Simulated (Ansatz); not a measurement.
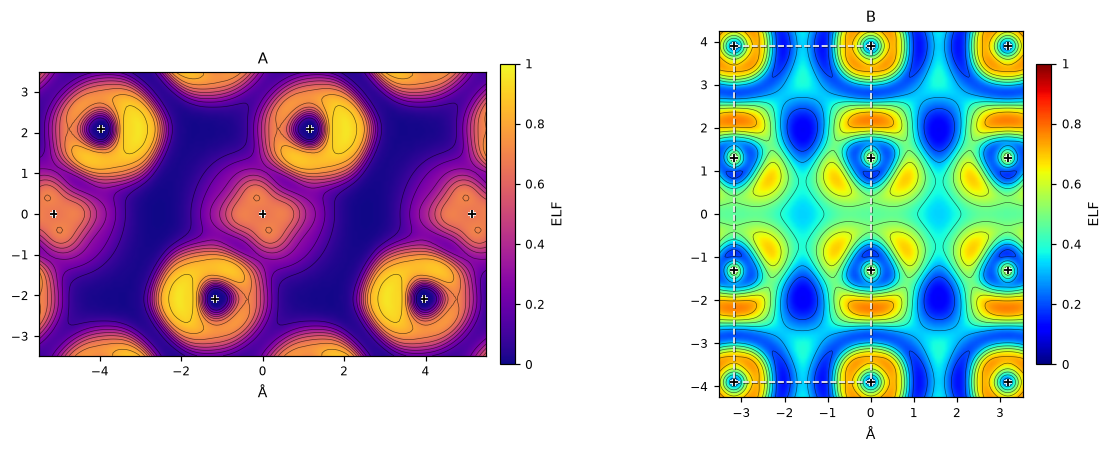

The electron localisation function of 2 systems, each on a plane through atoms (crosses mark nuclei in the plane).

Level of theory: Kohn-Sham DFT of a periodic cell, PBEsol, Ansatz PAW in Ansatz.

System 1: Si$_{2}$Mo, the (010) plane of the conventional cell. Space group I4/mmm.

```
CELL_PARAMETERS angstrom
3.17852 0.00000 0.00000
0.00000 3.17852 0.00000
0.00000 0.00000 7.80824
ATOMIC_POSITIONS crystal
Mo 0.00000 0.00000 0.00000
Mo 0.50000 0.50000 0.50000
Si 0.00000 0.00000 0.66700
Si 0.50000 0.50000 0.16700
Si 0.00000 0.00000 0.33300
Si 0.50000 0.50000 0.83300
```

System 2: PtS$_{2}$, the (110) plane of the conventional cell. Space group P-3m1; computed pressure about −2 GPa in this cell.

```
Pt S
1.0
     3.61269    0.00000    0.00000
    -1.80635    3.12868    0.00000
     0.00000    0.00000    5.13763
Pt S
1 2
Direct
  0.00000 0.00000 0.00000
  0.66667 0.33333 0.77300
  0.33333 0.66667 0.22700
```

Question: Match each panel to its system.

Answer: Panel A is system 2, PtS$_{2}$: the plane holds Pt and S. Pt–S (2.39 Å): the ELF peaks at about 0.90 in the valence shell of S, 0.8 Å from its nucleus, and is about 0.45 at the midpoint. Panel B is system 1, Si$_{2}$Mo: the plane holds Mo and Si. Si–Mo (2.60 Å): the ELF peaks at about 0.75 in the valence shell of Si, 0.9 Å from its nucleus, and is about 0.40 at the midpoint.
